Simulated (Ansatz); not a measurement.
A periodic structure is given below.

```
Ta N
1.0
     6.82517    0.00000    0.00000
     0.00000    6.82517    0.00000
     0.00000    0.00000    4.25621
Ta N
8 10
Direct
  0.60484 0.21541 0.50000
  0.28459 0.10484 0.00000
  0.71541 0.89516 0.00000
  0.39516 0.78459 0.50000
  0.10484 0.71541 0.00000
  0.78459 0.60484 0.50000
  0.21541 0.39516 0.50000
  0.89516 0.28459 0.00000
  0.50000 0.50000 0.50000
  0.30612 0.09192 0.50000
  0.40808 0.80612 0.00000
  0.59192 0.19388 0.00000
  0.69388 0.90808 0.50000
  0.00000 0.00000 0.00000
  0.80612 0.59192 0.00000
  0.90808 0.30612 0.50000
  0.09192 0.69388 0.50000
  0.19388 0.40808 0.00000
```

Before looking at a picture, describe the arrangement of atoms.

The structure is one of Ta$_{4}$N$_{5}$. The space group is I4/m (No. 87); the lattice is body-centred tetragonal. With Z = 2, the cell contains 8 Ta, 10 N. Counting contacts within bonding distance, the coordination numbers are Ta 10 and N 4 to 5 (mean 4.8). Not all metal-metal contacts are counted.

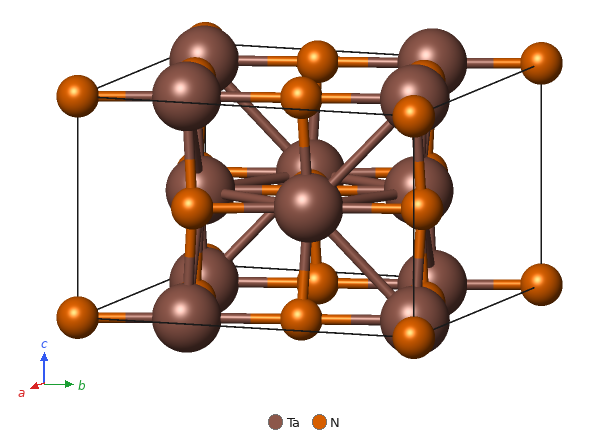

An orthographic ball-and-stick view of the structure, slightly off an axis. Thin lines show the conventional unit cell, with boundary atoms drawn in all their periodic places. Colours: tantalum brown, nitrogen orange.

The initial geometry was a structure listed in the Materials Project. The picture shows the end point of a geometry optimisation with Ansatz 0.2.0, DFT PBEsol, scalar-relativistic, plane waves, PAW.
